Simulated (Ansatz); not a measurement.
Cr (Pm-3m, No. 221): a calculation's starting geometry; the starting structure was generated, so it need not be a known form of this composition.

```
Cr
1.0
     2.36759    0.00000    0.00000
     0.00000    2.36759    0.00000
     0.00000    0.00000    2.36759
Cr
1
Direct
  0.00000 0.00000 0.00000
```

What will an integrated-DPC-like image along [110] show? Simulated as the projected potential of neutral atoms (B = 0.5 Å²) blurred by a 0.67 Å probe, the thin-sample limit of integrated differential phase contrast. Shot noise and the speckle of an amorphous layer were added.

The columns repeat on a rectangular net of 1.67 × 2.37 Å (plane group p2mm). All columns are alike (Cr). The shortest distance between visible columns is 1.67 Å in projection. Along the beam the structure repeats every 3.35 Å.

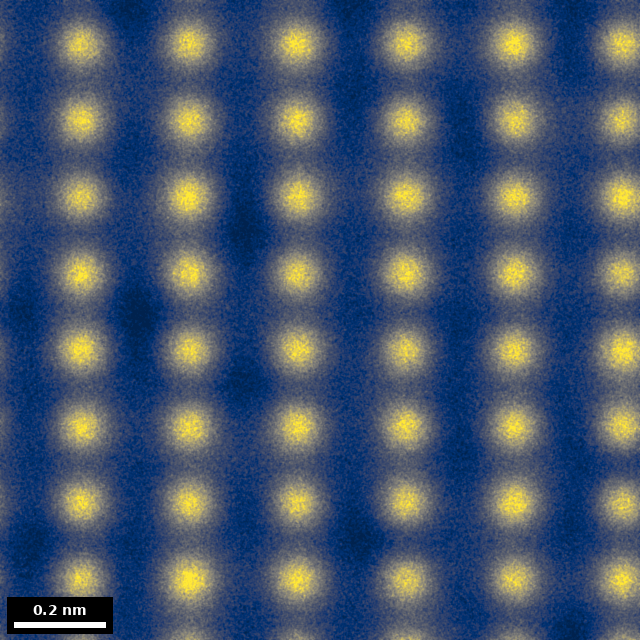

The simulated image.
